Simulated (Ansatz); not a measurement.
Sb3S5

Input file:

```
crystal:
  lattice:
    - [3.8170399133, 0.0, 0.0]
    - [-1.9085199567, 3.3056535322, 0.0]
    - [0.0, 0.0, 16.5077279145]
  atoms:
    - { symbol: Sb, position: [0.0, 0.0, 0.5] }
    - { symbol: Sb, position: [0.3333333333, 0.6666666667, 0.1109016222] }
    - { symbol: Sb, position: [0.6666666667, 0.3333333333, 0.8890983778] }
    - { symbol: S, position: [0.6666666667, 0.3333333333, 0.5898072875] }
    - { symbol: S, position: [0.3333333333, 0.6666666667, 0.4101927125] }
    - { symbol: S, position: [0.6666666667, 0.3333333333, 0.1986540049] }
    - { symbol: S, position: [0.3333333333, 0.6666666667, 0.8013459951] }
    - { symbol: S, position: [0.0, 0.0, 0.0] }
basis:
  ecutwfc: 420
kpoints:
  mp_grid: { grid: [12, 12, 2] }
hamiltonian:
  xc: pbe
scf:
  occupations: { method: gaussian, width: 0.1 }
output:
  forces: true
  stress: true
  eigenvalues: true
  write_density: true
  write_potential: true
  elf: true
  volumetric_format: npy
relax:
  adjacent_minimum: "off"
  f_tol: 0.01
  max_steps: 30
  cell: { stress_tol: 0.1, fix: [volume] }
```

Run with:

```sh
ansatz run input.yaml --threads 1 --pin off --max-ram 2560MiB --backend cpu --events-out ev --progress --plain --runs-dir out
```

Below, planes, directions and counts refer to the conventional cell (a = 3.85 Å, b = 3.85 Å, c = 16.22 Å, α = 90.00°, β = 90.00°, γ = 120.00°).

The fields are those of the relaxed geometry.

Space group P-3m1; a generated structure, not necessarily the stable one; changed on purpose from its base cell (volume × 0.94, shape and atoms relaxed); computed without spin polarisation.

Theory: DFT PBE, scalar-relativistic, plane waves, PAW (Ansatz 0.2.0).

Core electrons are frozen (PAW), and the valence fields are smoothed inside the atomic spheres.

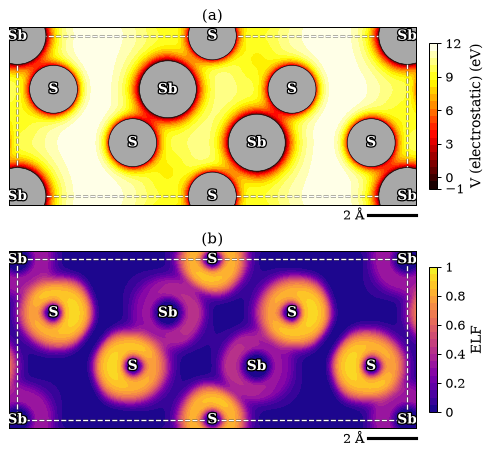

Figure 1. (a) electrostatic potential (local pseudopotential plus Hartree) felt by an electron; (b) electron localisation function on the (110) plane of the conventional cell. Grey discs cover the atomic cores in the potential map.

Question: Read the bonding off the picture.

Answer:
- The section cuts through Sb and S sites.
- Sb–S (2.66 Å): the ELF peaks at about 0.85 in the valence shell of S, 0.8 Å from its nucleus, and is about 0.55 at the midpoint.
- Sb–S (2.89 Å): the ELF peaks at about 0.85 in the valence shell of S, 0.8 Å from its nucleus, and drops to about 0.35 between the two atoms.
- The ELF also peaks beside S, away from the bonds: lone-pair regions.
- Outside the cores the potential energy rises away from the atoms and is highest about 2.1 Å from the nearest atoms; its zero is arbitrary.

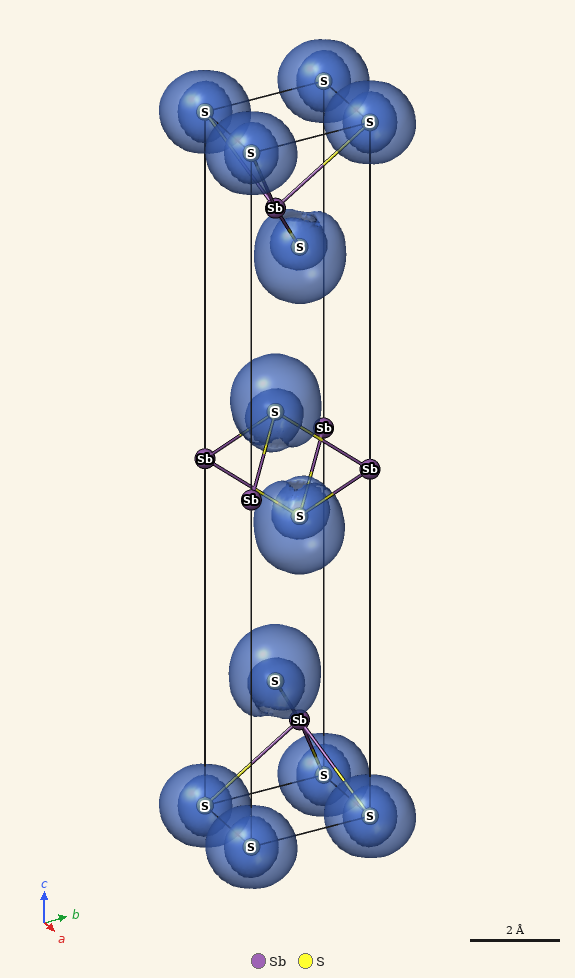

Figure 2. Isosurface of the electron localisation function at 0.8 (blue), seen slightly off an axis. Only the valence region is drawn (cores and ρ < 0.01 e/Å³ removed). Sticks mark near contacts.

Question: What do the ELF domains correspond to?

Answer: At this value the surface marks out five regions wrapped around S (the valence shell of each), counted in one cell of 8 atoms. Any copies at cell faces, edges or corners count once.

Question: Does the calculation give a band gap?

Answer: It is metallic or semimetallic at this level of theory: no gap opens.
